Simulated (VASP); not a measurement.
# Geometry relaxation of TiSe₂ (part 1 of 3)

The run: geometry relaxation of TiSe₂ (P-3m1, 3 atoms in the cell). Method and program: Kohn-Sham DFT of a periodic cell, LDA, VASP PAW LDA potentials, recommended, no spin polarisation (VASP 6.6.1).

The structure derives from an entry of the Crystallography Open Database.

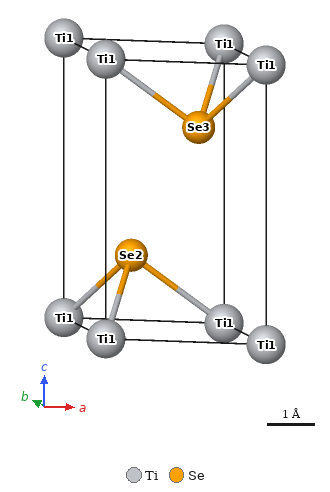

*The structure as given in the input (ball-and-stick view of the cell of the calculation, seen slightly off an axis; atoms are numbered from 1 in the order of the input).*

Near neighbours in the crystal (not all of them lie inside the picture): Ti has 6 Se at 2.55 Å; Se has 3 Ti at 2.55 Å.

## Summary

| quantity | value |
| --- | --- |
| outcome | converged |
| space group (tolerance 0.01 Å) | P-3m1 (164) |
| electrons treated | 24 |
| free energy | −20.3401 eV |
| Fermi energy | 5.693 eV |
| gap on the k-point mesh | none (metallic) |
| pressure | 0.01 GPa |
| final volume | 59.45 Å³ |
| largest force (length of the vector) at the end | 0.005 eV/Å |
| final cell | a = 3.440 Å, b = 3.440 Å, c = 5.801 Å, α = 90.00°, β = 90.00°, γ = 120.00° |
| hardware | 1 thread of Intel Xeon (Sapphire Rapids), 256 GiB of memory available, shared host |
| wall time | 9.9 min |
| peak memory | 0.26 GiB |

## Notes

The volume changed by more than 5 % on the plane waves of the start, so the result carries a basis error; a second relaxation from the end is advised.

## INCAR
```
SYSTEM = TiSe2
ALGO = Normal
EDIFF = 1E-6
EDIFFG = -0.01
ENCUT = 600
GGA = CA
IBRION = 2
ISIF = 3
ISMEAR = 1
LASPH = .TRUE.
LCHARG = .FALSE.
LREAL = .FALSE.
LWAVE = .FALSE.
NELM = 80
NSW = 90
PREC = Accurate
SIGMA = 0.1
```

## KPOINTS
```
k-points
0
G
  12 12 6
  0 0 0
```

## POSCAR
```
TiSe2
1.0
    3.5360000000      0.0000000000      0.0000000000
   -1.7680000000      3.0622658278      0.0000000000
    0.0000000000      0.0000000000      6.0040000000
Ti Se
1 2
Direct
    0.0000000000      0.0000000000      0.0000000000
    0.3333333333      0.6666666667      0.2552000000
    0.6666666667      0.3333333333      0.7448000000
```

Launched with:
```bash
cat potpaw_LDA.64/Ti_sv/POTCAR potpaw_LDA.64/Se/POTCAR > POTCAR
mpirun -np 1 vasp_std > vasp.out
```

## OSZICAR
```
N       E                     dE             d eps       ncg     rms          rms(c)
DAV:   1     0.208220753372E+03    0.20822E+03   -0.12611E+04  3200   0.163E+03
DAV:   2    -0.991290769346E+00   -0.20921E+03   -0.20722E+03  3448   0.384E+02
DAV:   3    -0.227226497214E+02   -0.21731E+02   -0.21069E+02  5040   0.107E+02
DAV:   4    -0.233495033908E+02   -0.62685E+00   -0.62658E+00  3896   0.188E+01
DAV:   5    -0.233771790285E+02   -0.27676E-01   -0.27674E-01  5224   0.329E+00    0.122E+01
DAV:   6    -0.221093958531E+02    0.12678E+01   -0.49118E+01  4472   0.494E+01    0.120E+01
DAV:   7    -0.206180049232E+02    0.14914E+01   -0.32808E+01  4608   0.370E+01    0.493E+00
DAV:   8    -0.203248999754E+02    0.29310E+00   -0.42304E+00  4056   0.149E+01    0.206E+00
DAV:   9    -0.202727650486E+02    0.52135E-01   -0.37275E-01  4032   0.461E+00    0.536E-01
DAV:  10    -0.202721627807E+02    0.60227E-03   -0.34047E-02  4088   0.144E+00    0.240E-01
DAV:  11    -0.202728138091E+02   -0.65103E-03   -0.22253E-02  4704   0.901E-01    0.240E-01
DAV:  12    -0.202717443167E+02    0.10695E-02   -0.66558E-03  4656   0.507E-01    0.375E-02
DAV:  13    -0.202717543034E+02   -0.99867E-05   -0.56969E-05  3384   0.682E-02    0.258E-02
DAV:  14    -0.202717416701E+02    0.12633E-04   -0.71479E-05  4952   0.509E-02    0.504E-03
DAV:  15    -0.202717415396E+02    0.13059E-06   -0.16526E-06  2232   0.894E-03
   1 F= -.20271742E+02 E0= -.20271872E+02  d E =-.202717E+02
       N       E                     dE             d eps       ncg     rms          rms(c)
DAV:   1    -0.219620726807E+02   -0.16903E+01   -0.40757E+01  3256   0.777E+01    0.109E+01
DAV:   2    -0.209771952686E+02    0.98488E+00   -0.16223E+01  4280   0.395E+01    0.520E+00
DAV:   3    -0.204498809710E+02    0.52731E+00   -0.91408E+00  4328   0.202E+01    0.351E+00
DAV:   4    -0.202483824194E+02    0.20150E+00   -0.14942E+00  3664   0.114E+01    0.830E-01
DAV:   5    -0.202670019137E+02   -0.18619E-01   -0.98573E-02  4040   0.241E+00    0.538E-01
DAV:   6    -0.202762242756E+02   -0.92224E-02   -0.14186E-02  5472   0.534E-01    0.364E-01
DAV:   7    -0.202806923691E+02   -0.44681E-02   -0.60434E-03  3736   0.545E-01    0.717E-02
DAV:   8    -0.202814160558E+02   -0.72369E-03   -0.39856E-03  5000   0.273E-01    0.900E-02
DAV:   9    -0.202814739823E+02   -0.57927E-04   -0.36540E-04  3616   0.177E-01    0.118E-02
DAV:  10    -0.202814742712E+02   -0.28887E-06   -0.20760E-05  4832   0.390E-02    0.714E-03
DAV:  11    -0.202814743328E+02   -0.61657E-07   -0.13899E-06  2208   0.110E-02
   2 F= -.20281474E+02 E0= -.20281529E+02  d E =-.973279E-02
       N       E                     dE             d eps       ncg     rms          rms(c)
DAV:   1    -0.207232372131E+02   -0.44176E+00   -0.91939E+00  3248   0.384E+01    0.586E+00
DAV:   2    -0.207403110337E+02   -0.17074E-01   -0.90425E+00  4352   0.259E+01    0.374E+00
DAV:   3    -0.203288869690E+02    0.41142E+00   -0.27535E+00  4392   0.115E+01    0.986E-01
DAV:   4    -0.203137261682E+02    0.15161E-01   -0.11762E-01  3352   0.287E+00    0.223E-01
DAV:   5    -0.203167554138E+02   -0.30292E-02   -0.28046E-02  4816   0.936E-01    0.315E-01
DAV:   6    -0.203182452010E+02   -0.14898E-02   -0.32410E-03  4608   0.456E-01    0.176E-01
DAV:   7    -0.203193996277E+02   -0.11544E-02   -0.24234E-03  5160   0.251E-01    0.153E-01
DAV:   8    -0.203193297596E+02    0.69868E-04   -0.16152E-03  4304   0.274E-01    0.305E-02
DAV:   9    -0.203193347696E+02   -0.50101E-05   -0.40002E-05  4064   0.557E-02    0.217E-02
DAV:  10    -0.203193307289E+02    0.40408E-05   -0.38675E-05  4320   0.399E-02    0.525E-03
DAV:  11    -0.203193305495E+02    0.17938E-06   -0.20483E-06  2032   0.130E-02
   3 F= -.20319331E+02 E0= -.20319432E+02  d E =-.475890E-01
       N       E                     dE             d eps       ncg     rms          rms(c)
DAV:   1    -0.203400863886E+02   -0.20756E-01   -0.62806E-01  3592   0.908E+00    0.937E-01
DAV:   2    -0.203342233742E+02    0.58630E-02   -0.15183E-01  3584   0.389E+00    0.516E-01
DAV:   3    -0.203288153779E+02    0.54080E-02   -0.68964E-02  4440   0.170E+00    0.332E-01
DAV:   4    -0.203270571608E+02    0.17582E-02   -0.11959E-02  4360   0.101E+00    0.109E-01
DAV:   5    -0.203271792878E+02   -0.12213E-03   -0.85610E-04  3992   0.239E-01    0.631E-02
DAV:   6    -0.203272478994E+02   -0.68612E-04   -0.26696E-04  5200   0.904E-02    0.261E-02
DAV:   7    -0.203272545583E+02   -0.66589E-05   -0.23747E-05  3736   0.338E-02    0.846E-03
DAV:   8    -0.203272554639E+02   -0.90558E-06   -0.35594E-06  3640   0.153E-02
   4 F= -.20327255E+02 E0= -.20327249E+02  d E =-.792491E-02
       N       E                     dE             d eps       ncg     rms          rms(c)
DAV:   1    -0.203926536771E+02   -0.65399E-01   -0.29826E+00  3624   0.198E+01    0.203E+00
DAV:   2    -0.203618637275E+02    0.30790E-01   -0.65570E-01  3536   0.817E+00    0.107E+00
DAV:   3    -0.203397398657E+02    0.22124E-01   -0.30718E-01  4392   0.357E+00    0.727E-01
DAV:   4    -0.203312433179E+02    0.84965E-02   -0.58722E-02  4424   0.221E+00    0.239E-01
DAV:   5    -0.203318257164E+02   -0.58240E-03   -0.39383E-03  4008   0.523E-01    0.134E-01
DAV:   6    -0.203321517198E+02   -0.32600E-03   -0.12749E-03  5152   0.193E-01    0.590E-02
DAV:   7    -0.203321815949E+02   -0.29875E-04   -0.11937E-04  3808   0.797E-02    0.169E-02
DAV:   8    -0.203321858936E+02   -0.42987E-05   -0.15319E-05  4752   0.300E-02    0.428E-03
DAV:   9    -0.203321858710E+02    0.22674E-07   -0.69438E-07  1904   0.644E-03
   5 F= -.20332186E+02 E0= -.20332172E+02  d E =-.128553E-01
       N       E                     dE             d eps       ncg     rms          rms(c)
DAV:   1    -0.203354185105E+02   -0.32326E-02   -0.13747E-01  3584   0.425E+00    0.443E-01
DAV:   2    -0.203341884278E+02    0.12301E-02   -0.35271E-02  3640   0.187E+00    0.245E-01
DAV:   3    -0.203328907084E+02    0.12977E-02   -0.15241E-02  4408   0.796E-01    0.150E-01
DAV:   4    -0.203325320194E+02    0.35869E-03   -0.24427E-03  4336   0.457E-01    0.507E-02
DAV:   5    -0.203325586390E+02   -0.26620E-04   -0.18944E-04  4000   0.112E-01    0.293E-02
DAV:   6    -0.203325735179E+02   -0.14879E-04   -0.60672E-05  5192   0.435E-02    0.120E-02
DAV:   7    -0.203325751273E+02   -0.16094E-05   -0.46011E-06  3240   0.150E-02    0.437E-03
DAV:   8    -0.203325753450E+02   -0.21777E-06   -0.79046E-07  1728   0.816E-03
   6 F= -.20332575E+02 E0= -.20332550E+02  d E =-.132448E-01
       N       E                     dE             d eps       ncg     rms          rms(c)
DAV:   1    -0.203477261766E+02   -0.15151E-01   -0.50743E-01  3288   0.773E+00    0.892E-01
DAV:   2    -0.203485353970E+02   -0.80922E-03   -0.28753E-01  4032   0.439E+00    0.780E-01
DAV:   3    -0.203364426357E+02    0.12093E-01   -0.11747E-01  4248   0.229E+00    0.253E-01
DAV:   4    -0.203352925929E+02    0.11500E-02   -0.89386E-03  4608   0.813E-01    0.978E-02
DAV:   5    -0.203353342896E+02   -0.41697E-04   -0.47411E-04  3560   0.216E-01    0.488E-02
DAV:   6    -0.203353748602E+02   -0.40571E-04   -0.12895E-04  5448   0.665E-02    0.234E-02
DAV:   7    -0.203353760132E+02   -0.11530E-05   -0.23031E-05  3968   0.429E-02    0.519E-03
DAV:   8    -0.203353760532E+02   -0.40055E-07   -0.13147E-06  1912   0.113E-02
   7 F= -.20335376E+02 E0= -.20335369E+02  d E =-.280071E-02
       N       E                     dE             d eps       ncg     rms          rms(c)
DAV:   1    -0.204496677979E+02   -0.11429E+00   -0.46083E+00  3304   0.234E+01    0.264E+00
DAV:   2    -0.204454868916E+02    0.41809E-02   -0.23776E+00  4016   0.126E+01    0.224E+00
DAV:   3    -0.203498727827E+02    0.95614E-01   -0.10360E+00  4248   0.677E+00    0.799E-01
DAV:   4    -0.203389125687E+02    0.10960E-01   -0.97059E-02  4632   0.267E+00    0.331E-01
DAV:   5    -0.203390979029E+02   -0.18533E-03   -0.58484E-03  3544   0.766E-01    0.150E-01
DAV:   6    -0.203395119100E+02   -0.41401E-03   -0.11710E-03  5512   0.217E-01    0.834E-02
DAV:   7    -0.203395015632E+02    0.10347E-04   -0.33059E-04  4064   0.158E-01    0.178E-02
DAV:   8    -0.203395027500E+02   -0.11867E-05   -0.14793E-05  3888   0.369E-02    0.764E-03
DAV:   9    -0.203395026062E+02    0.14372E-06   -0.10216E-06  1896   0.991E-03
   8 F= -.20339503E+02 E0= -.20339473E+02  d E =-.692726E-02
       N       E                     dE             d eps       ncg     rms          rms(c)
DAV:   1    -0.203499344903E+02   -0.10432E-01   -0.82885E-01  3224   0.101E+01    0.102E+00
DAV:   2    -0.203438244194E+02    0.61101E-02   -0.11634E-01  3504   0.359E+00    0.424E-01
DAV:   3    -0.203399445683E+02    0.38799E-02   -0.57204E-02  4080   0.144E+00    0.386E-01
DAV:   4    -0.203380608818E+02    0.18837E-02   -0.15125E-02  4464   0.112E+00    0.101E-01
DAV:   5    -0.203381817319E+02   -0.12085E-03   -0.82940E-04  3952   0.247E-01    0.677E-02
DAV:   6    -0.203382935929E+02   -0.11186E-03   -0.30831E-04  5232   0.106E-01    0.309E-02
DAV:   7    -0.203383065761E+02   -0.12983E-04   -0.44445E-05  3792   0.511E-02    0.452E-03
DAV:   8    -0.203383069355E+02   -0.35940E-06   -0.49374E-06  4296   0.119E-02
   9 F= -.20338307E+02 E0= -.20338286E+02  d E =0.119567E-02
       N       E                     dE             d eps       ncg     rms          rms(c)
DAV:   1    -0.203448190267E+02   -0.65125E-02   -0.33594E-01  3224   0.637E+00    0.653E-01
DAV:   2    -0.203421547611E+02    0.26643E-02   -0.43638E-02  3440   0.222E+00    0.263E-01
DAV:   3    -0.203407883424E+02    0.13664E-02   -0.22155E-02  4104   0.900E-01    0.246E-01
DAV:   4    -0.203400059761E+02    0.78237E-03   -0.62215E-03  4456   0.711E-01    0.635E-02
DAV:   5    -0.203400579950E+02   -0.52019E-04   -0.32749E-04  3976   0.152E-01    0.432E-02
DAV:   6    -0.203401039743E+02   -0.45979E-04   -0.12933E-04  5192   0.679E-02    0.195E-02
DAV:   7    -0.203401088545E+02   -0.48803E-05   -0.18482E-05  3776   0.327E-02    0.267E-03
DAV:   8    -0.203401089740E+02   -0.11945E-06   -0.15954E-06  2552   0.761E-03
  10 F= -.20340109E+02 E0= -.20340083E+02  d E =-.606368E-03
       N       E                     dE             d eps       ncg     rms          rms(c)
DAV:   1    -0.203401092200E+02   -0.36550E-06   -0.42972E-05  3224   0.730E-02    0.741E-03
DAV:   2    -0.203401088682E+02    0.35179E-06   -0.53810E-06  3360   0.250E-02
  11 F= -.20340109E+02 E0= -.20340082E+02  d E =-.606262E-03
```

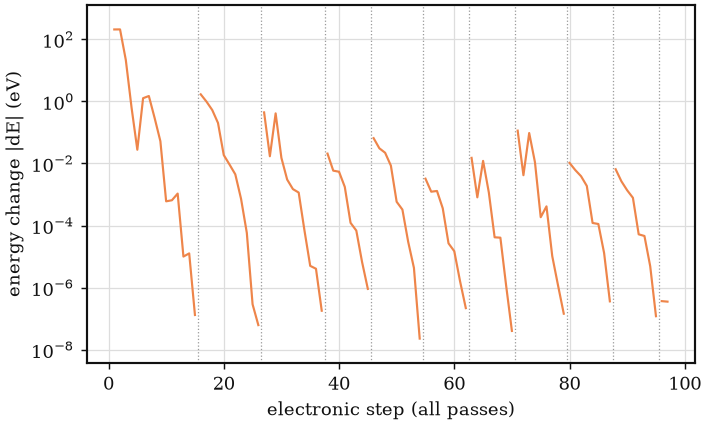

*Convergence of the self-consistent field: energy change |dE| against the electronic step. Each stretch between dotted lines is the SCF of one geometry step of a relaxation.*

The 11 ionic steps take 2 to 15 electronic steps each. The density is held fixed in the first few steps, and dE rises again when its update begins.

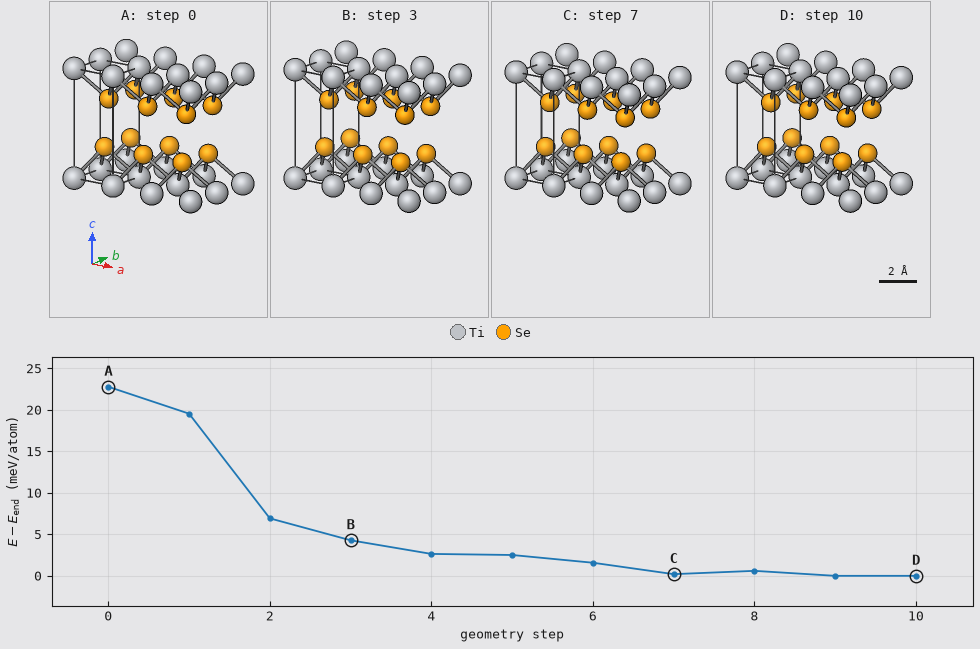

*Frames of the relaxation (ball-and-stick view of the cell of the calculation, repeated 3 × 2 × 1, seen slightly off an axis) above the curves, on which the letters mark them (steps are counted from 0).*

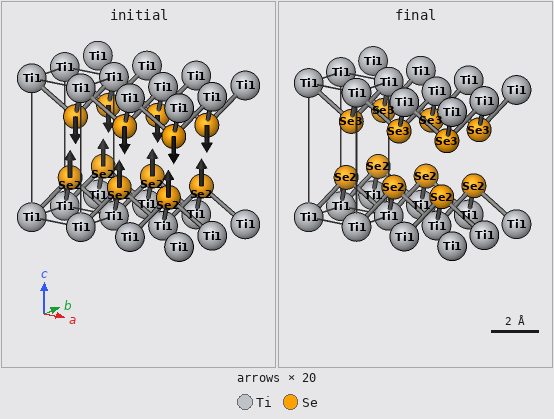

*Before (left) and after (right) the relaxation, at one scale (ball-and-stick view of the cell of the calculation, repeated 3 × 2 × 1, seen slightly off an axis). The black arrows give the displacements (without the part carried along by the change of the cell), magnified 20 times.*

The energy falls by 22.8 meV per atom in 10 geometry steps. Largest force component: 0.26 eV/Å at the start, 0.005 eV/Å at the end. The largest moves relative to the cell, 0.060 Å, are those of Se2 and Se3. Ti stays in place. The volume changes by −8.6 %, with a = b 3.536 → 3.440 Å (−2.7 %), c 6.004 → 5.801 Å (−3.4 %). Among the contacts that change: Ti1–Se2 2.553 → 2.514 Å. The space group stays P-3m1 (No. 164). (Atoms are counted from 1 in the order of the input.)

## Parts of OUTCAR
```
SYSTEM = TiSe2
   EDIFF = 1E-6
   EDIFFG = -0.01
   ENCUT = 600
   GGA = CA
   IBRION = 2
   ISIF = 3
   ISMEAR = 1
   LASPH = .TRUE.
   LREAL = .FALSE.
   NELM = 80
   NSW = 90
   PREC = Accurate

 ion  position               nearest neighbor table
   1  0.000  0.000  0.000-   2 2.55   3 2.55   3 2.55   2 2.55   3 2.55   2 2.55
   2  0.333  0.667  0.255-   1 2.55   1 2.55   1 2.55
   3  0.667  0.333  0.745-   1 2.55   1 2.55   1 2.55

  LATTYP: Found a hexagonal cell.
 ALAT       =     3.5360000000
 C/A-ratio  =     1.6979638009

  Lattice vectors:

 A1 = (   3.5360000000,   0.0000000000,   0.0000000000)
 A2 = (  -1.7680000000,   3.0622658278,   0.0000000000)
 A3 = (   0.0000000000,   0.0000000000,   6.0040000000)
```
